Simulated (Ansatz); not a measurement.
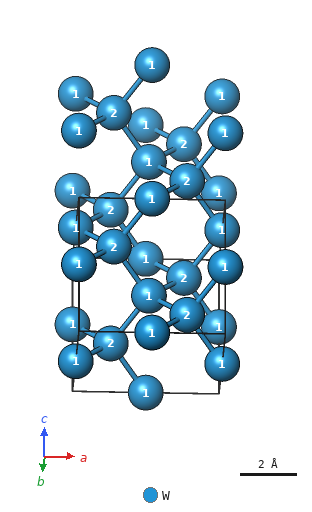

A crystal of W (built on the diamond_227 type) (coarse preliminary run), before the relaxation. The picture is a ball-and-stick view of the conventional cell (4 times the calculation's cell), repeated 1 × 1 × 2 with one cell outlined, seen from a free direction. Lengths and directions refer to the drawn axes.

Case: diamond type (Fd-3m, No. 227).

All numbers below come from DFT r2SCAN, scalar-relativistic, plane waves, PAW (Ansatz 0.2.0).

Input
```yaml
crystal:
  lattice:
    - [0.0, 2.6305023253, 2.6305023253]
    - [2.6305023253, 0.0, 2.6305023253]
    - [2.6305023253, 2.6305023253, 0.0]
  atoms:
    - { symbol: W, position: [0.5, 0.5, 0.5] }
    - { symbol: W, position: [0.75, 0.75, 0.75] }
basis:
  ecutwfc: 500
kpoints:
  mp_grid: { grid: [6, 6, 6] }
hamiltonian:
  xc: r2scan
scf:
  occupations: { method: gaussian, width: 0.1 }
  lower_state_search: "off"
output:
  forces: true
  stress: true
  eigenvalues: true
relax:
  adjacent_minimum: "off"
  f_tol: 0.04
  max_steps: 70
  cell: { stress_tol: 0.4 }
```

Q: What does the optimiser find from here?

A: After 4 accepted moves (5 points after the start) the energy has fallen by 895 meV per atom. All forces vanish by symmetry, so only the cell relaxes. The pressure goes from 61.57 to 0.02 GPa. At 1 point the geometry stayed and the basis and grid were re-selected for the new cell (energy shift of 4.0 meV per atom at most each time). The atoms keep their places relative to the cell (all moves are under 0.005 Å). The volume changes by +33.2 %, with a = b = c 5.261 → 5.789 Å (+10.0 %). Among the contacts that change: W1–W2 2.278 → 2.507 Å. The space group stays Fd-3m (No. 227). The run took of the order of 7 core-seconds on a shared host.

History of the run:

| step | E − E(0), meV/atom | pressure, GPa | volume, Å³/atom | note |
| --- | --- | --- | --- | --- |
| 0 | 0.00 | 61.57 | 18.202 |  |
| 1 | -692.59 | 22.19 | 20.996 |  |
| 2 | -864.47 | 7.05 | 22.978 |  |
| 3 | -890.57 | -0.95 | 24.434 |  |
| 4 | -891.20 | -0.02 | 24.251 |  |
| 5 | -895.15 | 0.02 | 24.251 | same geometry, new basis |

The structure at the end:

```
W
1.0
     0.00000    2.89453    2.89453
     2.89453    0.00000    2.89453
     2.89453    2.89453    0.00000
W
2
Direct
  0.50000 0.50000 0.50000
  0.75000 0.75000 0.75000
```

After the run, drawn alike:

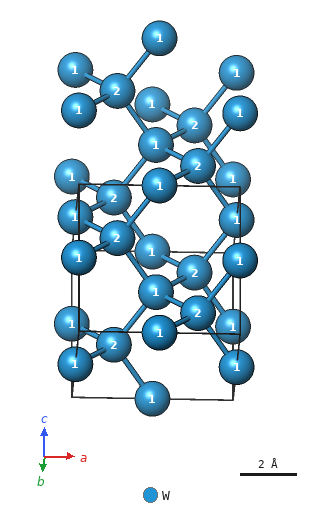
